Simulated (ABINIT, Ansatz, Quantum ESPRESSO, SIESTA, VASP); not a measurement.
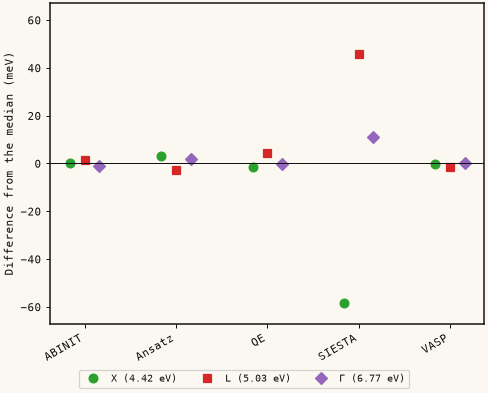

Lowest conduction level at each named k point, counted from the valence-band top at W, for fluorite-type PbF$_{2}$, space group Fm-3m, 3 atoms in the primitive cell; cubic a = 5.927 Å. Five programs ran PBE (no spin polarisation, no spin-orbit coupling) on the same cell and 8×8×8 k mesh. The plot shows each result less the median of the plane-wave runs, which the legend gives.

**How well do the programs agree?**

The plane-wave programs (Ansatz, VASP, Quantum ESPRESSO and ABINIT) agree within 8 meV at these points. SIESTA departs by up to −58 meV (at X).

| program | kind | valence electrons | X (eV) | L (eV) | Γ (eV) |
| --- | --- | --- | --- | --- | --- |
| ABINIT | plane waves | 28 | 4.417 | 5.030 | 6.774 |
| Ansatz | plane waves | 28 | 4.419 | 5.026 | 6.777 |
| Quantum ESPRESSO | plane waves | 28 | 4.415 | 5.033 | 6.775 |
| SIESTA | local basis | 28 | 4.358 | 5.074 | 6.786 |
| VASP | plane waves | 28 | 4.416 | 5.027 | 6.775 |

Settings. JTH PAW PBE v2.0, 626 eV cutoff, Fermi-Dirac smearing of 0.05 eV (ABINIT). Ansatz PAW, 420 eV cutoff, Fermi-Dirac smearing of 0.05 eV (Ansatz). SSSP 1.3 efficiency PBE, 748 eV cutoff, Fermi-Dirac smearing of 0.05 eV (Quantum ESPRESSO). PseudoDojo 0.4 standard (PBE files), DZP (energy shift 0.002 Ry) basis, Fermi-Dirac smearing of 0.05 eV (SIESTA 5.4.2). VASP PAW PBE potentials, release 64 (Pb_d, F), 520 eV cutoff, Fermi-Dirac smearing of 0.05 eV (VASP 6.6.1).

Spin-orbit coupling is left out, which matters for Pb. SIESTA: the basis of atomic orbitals isn't converged, which shifts gaps and empty levels.
